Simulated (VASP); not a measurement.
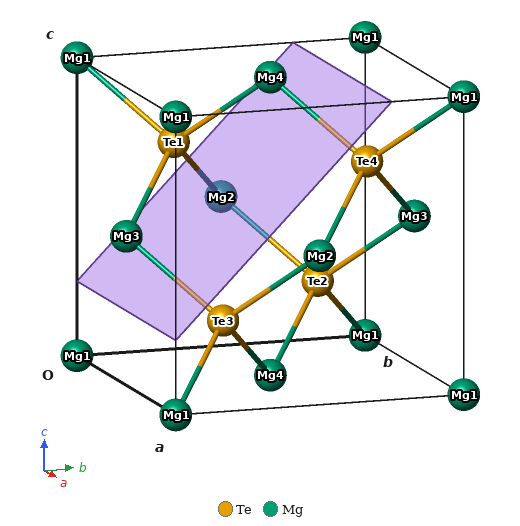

The shaded plane is a symmetry element of the crystal. Crystal: MgTe, a cell listed in the Materials Project, as set up for an electronic-structure calculation. Symmetry computed with spglib at a tolerance of 0.002 Å; standard conventional cell.

a = 6.464 Å, b = 6.464 Å, c = 6.464 Å, α = 90.00°, β = 90.00°, γ = 90.00°.

| atom | x | y | z |
| --- | --- | --- | --- |
| Te1 | 0.2500 | 0.2500 | 0.7500 |
| Mg1 | 0.0000 | 0.0000 | 0.0000 |
| Te2 | 0.2500 | 0.7500 | 0.2500 |
| Mg2 | 0.0000 | 0.5000 | 0.5000 |
| Te3 | 0.7500 | 0.2500 | 0.2500 |
| Mg3 | 0.5000 | 0.0000 | 0.5000 |
| Te4 | 0.7500 | 0.7500 | 0.7500 |
| Mg4 | 0.5000 | 0.5000 | 0.0000 |

> Is it a mirror or a glide plane, and what is the operation?

It is a glide plane with glide vector (1/2, 1/4, 1/4), parallel to (0 1 −1), through (1/2, 3/8, 5/8): x, y, z → x+1/2, z, y+1/2.

> Onto which atom does it carry each atom (up to whole multiples of a, b and c)?

Te1 → Te4, Mg1 → Mg3, Te2 → Te3, Mg2 → Mg4, Te3 → Te1, Mg3 → Mg2, Te4 → Te2, Mg4 → Mg1.
